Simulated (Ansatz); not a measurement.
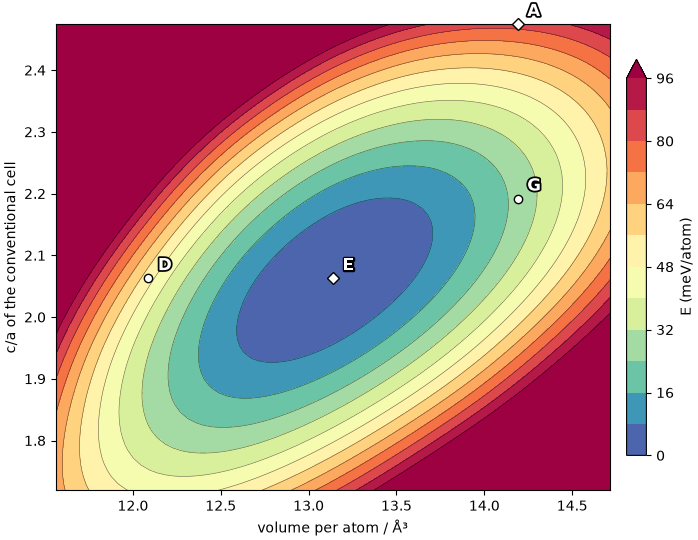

SnO2 (R-3m, No. 166; 12 atoms in the cell). The energy is mapped over volume and the cell's shape. First axis: volume per atom. Second axis: c/a of the conventional cell. Nothing is relaxed (fractional coordinates fixed). The scan uses a 7 × 7 grid. Points are written as (first, second). Energies are in meV/atom, from the lowest grid point. Computed with DFT PBEsol, scalar-relativistic, plane waves, PAW (Ansatz 0.2.0). Settings: cutoff 520 eV, k-mesh 6×6×6, gaussian smearing 0.05 eV, no spin polarisation.

In the figure: filled contours, one colour for all values above the top of the scale, lettered points. Between grid points the surface is interpolated.

Is E the lowest point of the computed grid?

Answer. Yes. E, at (13.14 Å³, 2.063), has the lowest energy of the grid.

What kind of point is each of D, E: minimum, saddle, maximum or slope?

Answer. D: on a slope; E: minimum. (In these two coordinates alone; a stationary point may lie a little off the grid point.)

Rank the lettered points by energy, lowest first.

Answer. E (0 meV/atom), G (26 meV/atom), D (51 meV/atom), A (83 meV/atom).

PAW datasets: the set soft_1.
